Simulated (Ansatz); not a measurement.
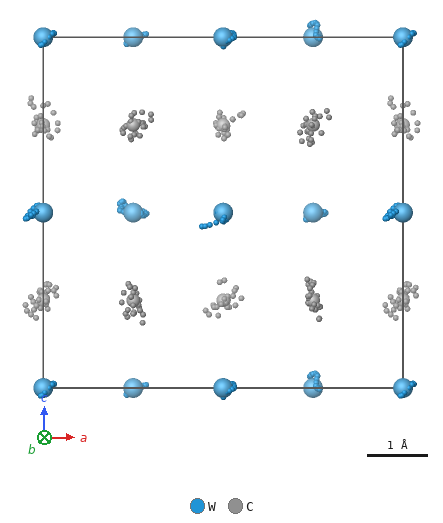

First-principles dynamics of a 16-atom cell of WC (set up in P-6m2), 188 fs long. The cell was cut from the crystal with space group P-6m2. Dots mark each atom's position at evenly spaced times, in the colour of its element; spheres stand at the starting positions. Seen along the b axis in the simulation cell.

Method: DFT PBE, scalar-relativistic, plane waves, PAW (Ansatz). Set-up: plane-wave cutoff 420 eV; k-point mesh 2 × 3 × 2; Fermi-Dirac smearing 0.24 eV; volume 1.15 times that of the relaxed crystal; Langevin thermostat (NVT); set temperature 2800 K; time step 0.75 fs; friction 0.02 per fs.

Q: How do the atoms move?

A: Root-mean-square distances from the starting positions over the second half, with the common drift of all atoms taken out: C 0.26 Å, W 0.20 Å. The run lasts only 188 fs, too short to tell vibration from diffusion. Over the second half the temperature averages 2882 K (spread ±534 K). The potential energy is still drifting at the end, so the run hasn't reached equilibrium. The potential energy in the second half lies on average 371 meV per atom above the first frame.

Limits of the set-up: the k-point mesh is coarse for a cell with partly filled bands.

PAW datasets: the set soft_1.
